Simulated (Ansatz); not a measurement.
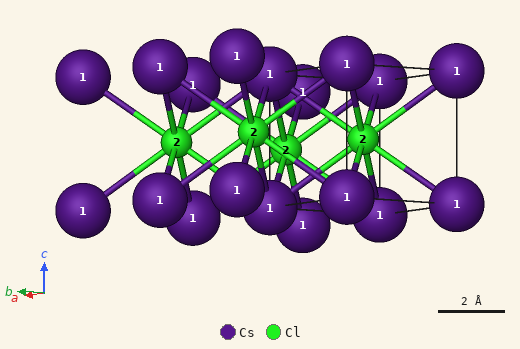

The starting point is a symmetric starting cell of CsCl. The picture is a ball-and-stick view of the cell of the calculation, repeated 2 × 2 × 1 with one cell outlined, seen from a free direction.

These are results of DFT PBE, scalar-relativistic, plane waves, PAW (Ansatz), not measurements. Settings: plane-wave cutoff 420 eV; k-point mesh 6 × 6 × 6; occupations gaussian; smearing width 0.02 eV; no spin polarisation.

The variant: The cell is strained by +9.6 % along [1 1 1] and −2.4 % across it (volume +4.4 %) and atoms are displaced by 0.16 Å relative to the cell: Cl2 0.16 Å along [1 1 1], Cs1 0.16 Å along [−1 −1 −1]. No relaxation follows. The starting cell wasn't computed here and needn't be at equilibrium, so pressure and forces aren't due to the change alone.

Input
```yaml
crystal:
  lattice:
    - [4.18913292, 0.16492, 0.16492]
    - [0.16492, 4.18913292, 0.16492]
    - [0.16492, 0.16492, 4.18913292]
  atoms:
    - { symbol: Cs, position: [-0.0210047394, -0.0210047394, -0.0210047394] }
    - { symbol: Cl, position: [0.5210047394, 0.5210047394, 0.5210047394] }
basis:
  ecutwfc: 420
kpoints:
  mp_grid: { grid: [6, 6, 6] }
hamiltonian:
  xc: pbe
scf:
  occupations: { method: gaussian, width: 0.02 }
output:
  forces: true
  stress: true
  eigenvalues: true
```

Command:
```bash
ansatz run input.yaml --threads 1 --pin off --max-ram 1331MiB --backend cpu --events-out ev --progress --plain --runs-dir out
```

What does the calculation give for the changed structure?

Answer. The pressure is 0.9 GPa (not all of it need come from the change, since the unchanged cell can be under pressure at this level too). The principal stresses (compression positive) are 0.5 GPa along [1 1 1] and 1.0 GPa across it. The largest forces, 0.11 eV/Å, act on Cs1 and Cl2; on Cs1 it points along [1 1 1]. The forces point straight back along the displacements (cosine −1.00). Near-neighbour distances before and after: Cl–Cs 3.571 → 3.428 to 4.242 Å. The space group (tolerance 0.01 Å) goes from Pm-3m (No. 221) to R3m (No. 160).

Drawn alike, the variant:

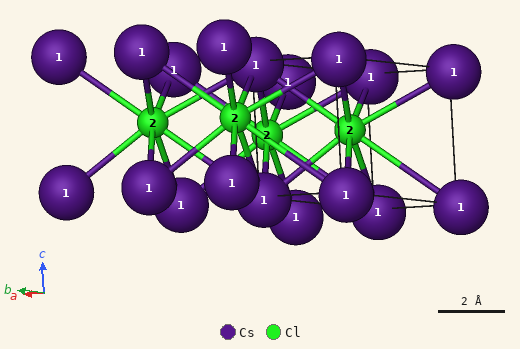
